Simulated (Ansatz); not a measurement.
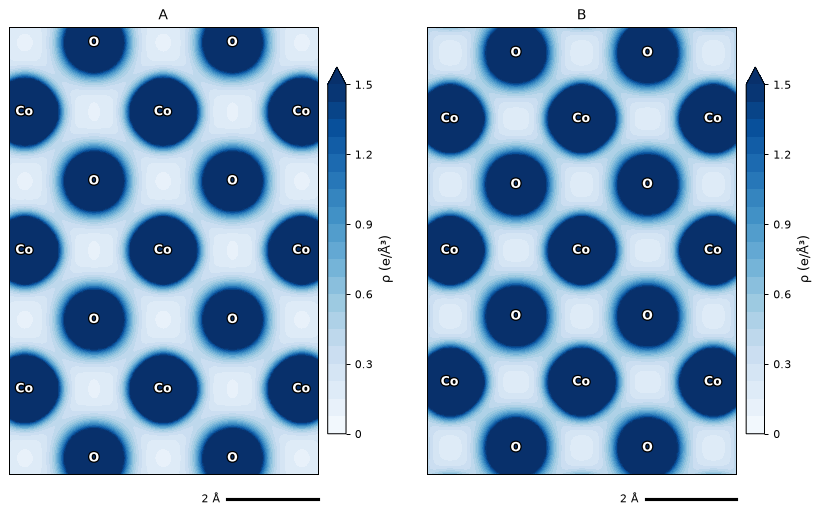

CoO. The valence electron density of two cells that differ in size, on the (011) plane of each (indices in the axes of the calculation cell), at one length scale and on one colour scale; one has 8.7 and the other 10.2 Å³ an atom.

Level of theory: DFT PBE, scalar-relativistic, plane waves, PAW (Ansatz 0.2.0).

The density is the valence pseudo-density of a PAW calculation; it isn't the true density close to the nuclei.

The larger cell:

```
Co O
1.0
     0.00000    2.16582    2.16582
     2.16582    0.00000    2.16582
     2.16582    2.16582    0.00000
Co O
1 1
Direct
  0.00000 0.00000 0.00000
  0.50000 0.50000 0.50000
```

The smaller cell: a = 2.911 Å, b = 2.911 Å, c = 2.911 Å, α = 60.00°, β = 60.00°, γ = 60.00°.

### Which is the denser cell? Describe the effect of the change.

Panel B is the smaller cell, by 14 % in volume. From the larger cell to the smaller, Co–O goes from 2.17 to 2.06 Å, and the density at its midpoint from 0.38 to 0.49 e/Å³; the pressure goes from −9 to 17 GPa; the largest moment (Co) goes from 2.5 to 2.2 μB.
